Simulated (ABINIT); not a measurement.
**Geometry relaxation of Au (part 2 of 2)**

Continued. System: Au (Im-3m, 1 atom in the cell). Method: Kohn-Sham DFT of a periodic cell, PBEsol, PseudoDojo NC SR PBEsol v0.4.1 standard, no spin polarisation (ABINIT 10.8.3); cutoff 1034.03 eV, 8×8×8 k-mesh, fermi-dirac of 0.05 eV. The structure derives from a Materials Project entry.

Geometry of the input (Å; fractional positions):
```
-1.6573  1.6573  1.6573
1.6573  -1.6573  1.6573
1.6573  1.6573  -1.6573
Au 0.0000  0.0000  0.0000
```

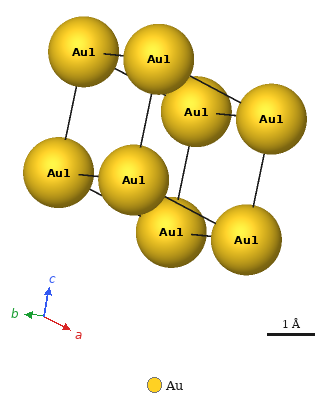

The geometry at step 2 of the log (spheres-only view of the cell of the calculation, seen at an oblique angle; atoms are numbered from 1 in the order of the input).

### Log, continued
```
     iter   Etot(hartree)      deltaE(h)  residm     vres2
 ETOT  1  -147.37001537781    -1.474E+02 4.031E-05 3.355E+02
 ETOT  2  -147.38812201626    -1.811E-02 5.196E-05 1.933E+02
 ETOT  3  -147.42015008512    -3.203E-02 9.996E-04 6.535E-01
 ETOT  4  -147.42024322582    -9.314E-05 5.462E-06 2.341E-03
 ETOT  5  -147.42024345017    -2.244E-07 1.766E-06 1.224E-05
 ETOT  6  -147.42024345176    -1.590E-09 8.532E-08 1.338E-07
 ETOT  7  -147.42024345178    -1.646E-11 2.395E-08 6.584E-10
 ETOT  8  -147.42024345178    -3.183E-12 1.815E-08 1.373E-12
 ETOT  9  -147.42024345178     7.390E-13 1.212E-08 9.901E-16

 At SCF step    9       vres2   =  9.90E-16 < tolvrs=  1.00E-12 =>converged.

 Cartesian components of stress tensor (hartree/bohr^3)
  sigma(1 1)= -3.94653444E-05  sigma(3 2)=  0.00000000E+00
  sigma(2 2)= -3.94653444E-05  sigma(3 1)=  0.00000000E+00
  sigma(3 3)= -3.94653444E-05  sigma(2 1)=  0.00000000E+00

--- !ResultsGS
iteration_state: {dtset: 1, itime: 3, icycle: 1, }
comment   : Summary of ground state results
lattice_vectors:
- [ -3.0537713,   3.0537713,   3.0537713, ]
- [  3.0537713,  -3.0537713,   3.0537713, ]
- [  3.0537713,   3.0537713,  -3.0537713, ]
lattice_lengths: [   5.28929,    5.28929,    5.28929, ]
lattice_angles: [109.471, 109.471, 109.471, ] # degrees, (23, 13, 12)
lattice_volume:   1.1391201E+02
convergence: {deltae:  7.390E-13, res2:  9.901E-16, residm:  1.212E-08, diffor: null, }
etotal    :  -1.47420243E+02
entropy   :   0.00000000E+00
fermie    :   4.87815506E-01
cartesian_stress_tensor: # hartree/bohr^3
- [ -3.94653444E-05,   0.00000000E+00,   0.00000000E+00, ]
- [  0.00000000E+00,  -3.94653444E-05,   0.00000000E+00, ]
- [  0.00000000E+00,   0.00000000E+00,  -3.94653444E-05, ]
pressure_GPa:   1.1611E+00
xred      :
- [  0.0000E+00,   0.0000E+00,   0.0000E+00, Au]
cartesian_forces: # hartree/bohr
- [ -0.00000000E+00,  -0.00000000E+00,  -0.00000000E+00, ]
force_length_stats: {min:   0.00000000E+00, max:   0.00000000E+00, mean:   0.00000000E+00, }
...

 Integrated electronic density in atomic spheres:
 ------------------------------------------------
 Atom  Sphere_radius  Integrated_density
    1        2.00000         15.57021156

---OUTPUT-----------------------------------------------------------------------

 Cartesian coordinates (xcart) [bohr]
  0.00000000000000E+00  0.00000000000000E+00  0.00000000000000E+00
 Reduced coordinates (xred)
  0.00000000000000E+00  0.00000000000000E+00  0.00000000000000E+00
 Cartesian forces (fcart) [Ha/bohr]; max,rms= 0.00000E+00 0.00000E+00 (free atoms)
 -0.00000000000000E+00 -0.00000000000000E+00 -0.00000000000000E+00
 Gradient of E wrt nuclear positions in reduced coordinates (gred)
  0.00000000000000E+00  0.00000000000000E+00 -0.00000000000000E+00
 Scale of Primitive Cell (acell) [bohr]
  5.28928706934165E+00  5.28928706934165E+00  5.28928706934165E+00
 Real space primitive translations (rprimd) [bohr]
 -3.05377131330561E+00  3.05377131330561E+00  3.05377131330561E+00
  3.05377131330561E+00 -3.05377131330561E+00  3.05377131330561E+00
  3.05377131330561E+00  3.05377131330561E+00 -3.05377131330561E+00
 Unitary Cell Volume (ucvol) [Bohr^3]=  1.13912012473488E+02
 Angles (23,13,12)= [degrees]
  1.09471220634491E+02  1.09471220634491E+02  1.09471220634491E+02
 Lengths [Bohr]
  5.28928706934165E+00  5.28928706934165E+00  5.28928706934165E+00
 Stress tensor in cartesian coordinates (strten) [Ha/bohr^3]
 -3.94653443657605E-05  0.00000000000000E+00  0.00000000000000E+00
  0.00000000000000E+00 -3.94653443657536E-05  0.00000000000000E+00
  0.00000000000000E+00  0.00000000000000E+00 -3.94653443657536E-05
 Total energy (etotal) [Ha]= -1.47420243451781E+02

 Difference of energy with previous step (new-old):
           Absolute (Ha)=-4.76444E-04
           Relative     =-3.23188E-06

--- Iteration: ( 4/50) Internal Cycle: (1/1)
--------------------------------------------------------------------------------

---SELF-CONSISTENT-FIELD CONVERGENCE--------------------------------------------

--- !BeginCycle
iteration_state: {dtset: 1, itime: 4, icycle: 1, }
solver: {iscf: 7, nstep: 80, nline: 4, wfoptalg: 0, }
tolerances: {tolvrs: 1.00E-12, }
...

     iter   Etot(hartree)      deltaE(h)  residm     vres2
 ETOT  1  -147.41895907401    -1.474E+02 8.521E-08 8.612E+00
 ETOT  2  -147.41939146625    -4.324E-04 1.061E-06 5.172E+00
 ETOT  3  -147.42025623239    -8.648E-04 2.663E-05 1.202E-02
 ETOT  4  -147.42025802150    -1.789E-06 1.256E-07 1.063E-04
 ETOT  5  -147.42025803442    -1.291E-08 3.409E-08 1.917E-07
 ETOT  6  -147.42025803445    -3.200E-11 2.032E-09 4.449E-10
 ETOT  7  -147.42025803445     1.052E-12 4.828E-10 6.976E-13

 At SCF step    7       vres2   =  6.98E-13 < tolvrs=  1.00E-12 =>converged.

 Cartesian components of stress tensor (hartree/bohr^3)
  sigma(1 1)=  3.36740366E-06  sigma(3 2)=  0.00000000E+00
  sigma(2 2)=  3.36740366E-06  sigma(3 1)=  0.00000000E+00
  sigma(3 3)=  3.36740366E-06  sigma(2 1)=  0.00000000E+00

--- !ResultsGS
iteration_state: {dtset: 1, itime: 4, icycle: 1, }
comment   : Summary of ground state results
lattice_vectors:
- [ -3.0610351,   3.0610351,   3.0610351, ]
- [  3.0610351,  -3.0610351,   3.0610351, ]
- [  3.0610351,   3.0610351,  -3.0610351, ]
lattice_lengths: [   5.30187,    5.30187,    5.30187, ]
lattice_angles: [109.471, 109.471, 109.471, ] # degrees, (23, 13, 12)
lattice_volume:   1.1472681E+02
convergence: {deltae:  1.052E-12, res2:  6.976E-13, residm:  4.828E-10, diffor: null, }
etotal    :  -1.47420258E+02
entropy   :   0.00000000E+00
fermie    :   4.82368635E-01
cartesian_stress_tensor: # hartree/bohr^3
- [  3.36740366E-06,   0.00000000E+00,   0.00000000E+00, ]
- [  0.00000000E+00,   3.36740366E-06,   0.00000000E+00, ]
- [  0.00000000E+00,   0.00000000E+00,   3.36740366E-06, ]
pressure_GPa:  -9.9072E-02
xred      :
- [  0.0000E+00,   0.0000E+00,   0.0000E+00, Au]
cartesian_forces: # hartree/bohr
- [ -0.00000000E+00,  -0.00000000E+00,  -0.00000000E+00, ]
force_length_stats: {min:   0.00000000E+00, max:   0.00000000E+00, mean:   0.00000000E+00, }
...

 Integrated electronic density in atomic spheres:
 ------------------------------------------------
 Atom  Sphere_radius  Integrated_density
    1        2.00000         15.56859468

---OUTPUT-----------------------------------------------------------------------

 Cartesian coordinates (xcart) [bohr]
  0.00000000000000E+00  0.00000000000000E+00  0.00000000000000E+00
 Reduced coordinates (xred)
  0.00000000000000E+00  0.00000000000000E+00  0.00000000000000E+00
 Cartesian forces (fcart) [Ha/bohr]; max,rms= 0.00000E+00 0.00000E+00 (free atoms)
 -0.00000000000000E+00 -0.00000000000000E+00 -0.00000000000000E+00
 Gradient of E wrt nuclear positions in reduced coordinates (gred)
  0.00000000000000E+00  0.00000000000000E+00 -0.00000000000000E+00
 Scale of Primitive Cell (acell) [bohr]
  5.30186827920027E+00  5.30186827920027E+00  5.30186827920027E+00
 Real space primitive translations (rprimd) [bohr]
 -3.06103507820422E+00  3.06103507820422E+00  3.06103507820422E+00
  3.06103507820422E+00 -3.06103507820422E+00  3.06103507820422E+00
  3.06103507820422E+00  3.06103507820422E+00 -3.06103507820422E+00
 Unitary Cell Volume (ucvol) [Bohr^3]=  1.14726808045038E+02
 Angles (23,13,12)= [degrees]
  1.09471220634491E+02  1.09471220634491E+02  1.09471220634491E+02
 Lengths [Bohr]
  5.30186827920027E+00  5.30186827920027E+00  5.30186827920027E+00
 Stress tensor in cartesian coordinates (strten) [Ha/bohr^3]
  3.36740366162908E-06  0.00000000000000E+00  0.00000000000000E+00
  0.00000000000000E+00  3.36740366162908E-06  0.00000000000000E+00
  0.00000000000000E+00  0.00000000000000E+00  3.36740366163601E-06
 Total energy (etotal) [Ha]= -1.47420258034447E+02

 Difference of energy with previous step (new-old):
           Absolute (Ha)=-1.45827E-05
           Relative     =-9.89190E-08

--- Iteration: ( 5/50) Internal Cycle: (1/1)
--------------------------------------------------------------------------------

---SELF-CONSISTENT-FIELD CONVERGENCE--------------------------------------------

--- !BeginCycle
iteration_state: {dtset: 1, itime: 5, icycle: 1, }
solver: {iscf: 7, nstep: 80, nline: 4, wfoptalg: 0, }
tolerances: {tolvrs: 1.00E-12, }
...

     iter   Etot(hartree)      deltaE(h)  residm     vres2
 ETOT  1  -147.42025004517    -1.474E+02 2.520E-05 5.364E-02
 ETOT  2  -147.42025276160    -2.716E-06 6.715E-09 3.217E-02
 ETOT  3  -147.42025813313    -5.372E-06 1.656E-07 7.528E-05
 ETOT  4  -147.42025814423    -1.111E-08 7.936E-10 6.300E-07
 ETOT  5  -147.42025814431    -7.753E-11 2.208E-10 1.068E-09
 ETOT  6  -147.42025814431     4.178E-12 1.029E-10 3.033E-12
 ETOT  7  -147.42025814431    -4.746E-12 8.000E-11 5.741E-15

 At SCF step    7       vres2   =  5.74E-15 < tolvrs=  1.00E-12 =>converged.

 Cartesian components of stress tensor (hartree/bohr^3)
  sigma(1 1)=  4.95732902E-08  sigma(3 2)=  0.00000000E+00
  sigma(2 2)=  4.95732902E-08  sigma(3 1)=  0.00000000E+00
  sigma(3 3)=  4.95732901E-08  sigma(2 1)=  0.00000000E+00

--- !ResultsGS
iteration_state: {dtset: 1, itime: 5, icycle: 1, }
comment   : Summary of ground state results
lattice_vectors:
- [ -3.0604603,   3.0604603,   3.0604603, ]
- [  3.0604603,  -3.0604603,   3.0604603, ]
- [  3.0604603,   3.0604603,  -3.0604603, ]
lattice_lengths: [   5.30087,    5.30087,    5.30087, ]
lattice_angles: [109.471, 109.471, 109.471, ] # degrees, (23, 13, 12)
lattice_volume:   1.1466219E+02
convergence: {deltae: -4.746E-12, res2:  5.741E-15, residm:  8.000E-11, diffor: null, }
etotal    :  -1.47420258E+02
entropy   :   0.00000000E+00
fermie    :   4.82797706E-01
cartesian_stress_tensor: # hartree/bohr^3
- [  4.95732902E-08,   0.00000000E+00,   0.00000000E+00, ]
- [  0.00000000E+00,   4.95732902E-08,   0.00000000E+00, ]
- [  0.00000000E+00,   0.00000000E+00,   4.95732901E-08, ]
pressure_GPa:  -1.4585E-03
xred      :
- [  0.0000E+00,   0.0000E+00,   0.0000E+00, Au]
cartesian_forces: # hartree/bohr
- [ -0.00000000E+00,  -0.00000000E+00,  -0.00000000E+00, ]
force_length_stats: {min:   0.00000000E+00, max:   0.00000000E+00, mean:   0.00000000E+00, }
...

 Integrated electronic density in atomic spheres:
 ------------------------------------------------
 Atom  Sphere_radius  Integrated_density
    1        2.00000         15.56701962

---OUTPUT-----------------------------------------------------------------------

 Cartesian coordinates (xcart) [bohr]
  0.00000000000000E+00  0.00000000000000E+00  0.00000000000000E+00
 Reduced coordinates (xred)
  0.00000000000000E+00  0.00000000000000E+00  0.00000000000000E+00
 Cartesian forces (fcart) [Ha/bohr]; max,rms= 0.00000E+00 0.00000E+00 (free atoms)
 -0.00000000000000E+00 -0.00000000000000E+00 -0.00000000000000E+00
 Gradient of E wrt nuclear positions in reduced coordinates (gred)
  0.00000000000000E+00  0.00000000000000E+00 -0.00000000000000E+00
 Scale of Primitive Cell (acell) [bohr]
  5.30087266087417E+00  5.30087266087417E+00  5.30087266087417E+00
 Real space primitive translations (rprimd) [bohr]
 -3.06046025769563E+00  3.06046025769563E+00  3.06046025769563E+00
  3.06046025769563E+00 -3.06046025769563E+00  3.06046025769563E+00
  3.06046025769563E+00  3.06046025769563E+00 -3.06046025769563E+00
 Unitary Cell Volume (ucvol) [Bohr^3]=  1.14662187806556E+02
 Angles (23,13,12)= [degrees]
  1.09471220634491E+02  1.09471220634491E+02  1.09471220634491E+02
 Lengths [Bohr]
  5.30087266087417E+00  5.30087266087417E+00  5.30087266087417E+00
 Stress tensor in cartesian coordinates (strten) [Ha/bohr^3]
  4.95732901603652E-08  0.00000000000000E+00  0.00000000000000E+00
  0.00000000000000E+00  4.95732901534263E-08  0.00000000000000E+00
  0.00000000000000E+00  0.00000000000000E+00  4.95732901326096E-08
 Total energy (etotal) [Ha]= -1.47420258144312E+02

 Difference of energy with previous step (new-old):
           Absolute (Ha)=-1.09865E-07
           Relative     =-7.45252E-10

 At Broyd/MD step   5, gradients are converged :
  max grad (force/stress) = 4.9573E-06 < tolmxf= 2.0000E-05 ha/bohr (free atoms)

================================================================================

 ----iterations are completed or convergence reached----

 Mean square residual over all n,k,spin=   20.617E-14; max=  79.999E-12
 reduced coordinates (array xred) for    1 atoms
       0.000000000000      0.000000000000      0.000000000000
 rms dE/dt=  0.0000E+00; max dE/dt=  0.0000E+00; dE/dt below (all hartree)
    1       0.000000000000      0.000000000000      0.000000000000

 cartesian coordinates (angstrom) at end:
    1      0.00000000000000     0.00000000000000     0.00000000000000

 cartesian forces (hartree/bohr) at end:
    1     -0.00000000000000    -0.00000000000000    -0.00000000000000
 frms,max,avg= 0.0000000E+00 0.0000000E+00   0.000E+00  0.000E+00  0.000E+00 h/b

 cartesian forces (eV/Angstrom) at end:
    1     -0.00000000000000    -0.00000000000000    -0.00000000000000
 frms,max,avg= 0.0000000E+00 0.0000000E+00   0.000E+00  0.000E+00  0.000E+00 e/A
 length scales=  5.300872660874  5.300872660874  5.300872660874 bohr
              =  2.805101008130  2.805101008130  2.805101008130 angstroms
 Fermi (or HOMO) energy (hartree) =   0.48280   Average Vxc (hartree)=  -0.50988
 Eigenvalues (hartree) for nkpt=  29  k points:
 kpt#   1, nband= 14, wtk=  0.00195, kpt=  0.0000  0.0000  0.0000 (reduced coord)
  -3.41011   -1.61644   -1.61644   -1.61644    0.10938    0.29533    0.29533    0.29533
   0.36770    0.36770    1.07858    1.07858    1.07858    1.36949
      occupation numbers for kpt#   1
   2.00000    2.00000    2.00000    2.00000    2.00000    2.00000    2.00000    2.00000
   2.00000    2.00000    0.00000    0.00000    0.00000    0.00000
 prteigrs : prtvol=0 or 1, do not print more k-points.

--- !EnergyTerms
iteration_state     : {dtset: 1, itime: 5, icycle: 1, }
comment             : Components of total free energy in Hartree
kinetic             :  4.24982122519226E+01
hartree             :  2.59010602688059E+01
xc                  : -2.51285729165650E+01
Ewald energy        : -1.07317459193370E+02
psp_core            :  5.33886949515170E+00
local_psp           : -9.11126214216899E+01
non_local_psp       :  2.40057576792601E+00
internal            : -1.47419935747819E+02
'-kT*entropy'       : -3.22396493359980E-04
total_energy        : -1.47420258144312E+02
total_energy_eV     : -4.01150958484710E+03
band_energy         : -1.30422492657566E+01
...

 Cartesian components of stress tensor (hartree/bohr^3)
  sigma(1 1)=  4.95732902E-08  sigma(3 2)=  0.00000000E+00
  sigma(2 2)=  4.95732902E-08  sigma(3 1)=  0.00000000E+00
  sigma(3 3)=  4.95732901E-08  sigma(2 1)=  0.00000000E+00

-Cartesian components of stress tensor (GPa)         [Pressure= -1.4585E-03 GPa]
- sigma(1 1)=  1.45849655E-03  sigma(3 2)=  0.00000000E+00
- sigma(2 2)=  1.45849655E-03  sigma(3 1)=  0.00000000E+00
- sigma(3 3)=  1.45849655E-03  sigma(2 1)=  0.00000000E+00

== END DATASET(S) ==============================================================
================================================================================

 -outvars: echo values of variables after computation  --------
            acell      5.3008726609E+00  5.3008726609E+00  5.3008726609E+00 Bohr
           etotal     -1.4742025814E+02
            fcart     -0.0000000000E+00 -0.0000000000E+00 -0.0000000000E+00
            rprim     -5.7735026919E-01  5.7735026919E-01  5.7735026919E-01
                       5.7735026919E-01 -5.7735026919E-01  5.7735026919E-01
                       5.7735026919E-01  5.7735026919E-01 -5.7735026919E-01
           strten      4.9573290160E-08  4.9573290153E-08  4.9573290133E-08
                       0.0000000000E+00  0.0000000000E+00  0.0000000000E+00
 Calculation completed.
```

### Trajectory as extended XYZ (Å, eV, eV/Å), 5 frames, from step=0 to step=4
```
1
Lattice="-1.6573 1.6573 1.6573 1.6573 -1.6573 1.6573 1.6573 1.6573 -1.6573" Properties=species:S:1:pos:R:3:forces:R:3 step=0 energy=-4011.46941
Au    0.0000    0.0000    0.0000    0.0000   0.0000   0.0000
1
Lattice="-1.6408 1.6408 1.6408 1.6408 -1.6408 1.6408 1.6408 1.6408 -1.6408" Properties=species:S:1:pos:R:3:forces:R:3 step=1 energy=-4011.49622
Au    0.0000    0.0000    0.0000    0.0000   0.0000   0.0000
1
Lattice="-1.6160 1.6160 1.6160 1.6160 -1.6160 1.6160 1.6160 1.6160 -1.6160" Properties=species:S:1:pos:R:3:forces:R:3 step=2 energy=-4011.50918
Au    0.0000    0.0000    0.0000    0.0000   0.0000   0.0000
1
Lattice="-1.6198 1.6198 1.6198 1.6198 -1.6198 1.6198 1.6198 1.6198 -1.6198" Properties=species:S:1:pos:R:3:forces:R:3 step=3 energy=-4011.50958
Au    0.0000    0.0000    0.0000    0.0000   0.0000   0.0000
1
Lattice="-1.6195 1.6195 1.6195 1.6195 -1.6195 1.6195 1.6195 1.6195 -1.6195" Properties=species:S:1:pos:R:3:forces:R:3 step=4 energy=-4011.50958
Au    0.0000    0.0000    0.0000    0.0000   0.0000   0.0000
```

### Results in brief

| quantity | value |
| --- | --- |
| outcome | converged |
| space group (tolerance 0.01 Å) | Im-3m (229) |
| electrons treated | 19 |
| free energy | −4011.5096 eV |
| Fermi energy | 13.138 eV |
| gap on the k-point mesh | none (metallic) |
| pressure | 0.00 GPa |
| final volume | 16.99 Å³ |
| largest force (length of the vector) at the end | under 0.001 eV/Å |
| final cell | a = 2.805 Å, b = 2.805 Å, c = 2.805 Å, α = 109.47°, β = 109.47°, γ = 109.47° |
| wall time | 71 s |
| peak memory | 0.08 GiB |

### Remarks

Spin–orbit coupling is left out, which matters for Au.
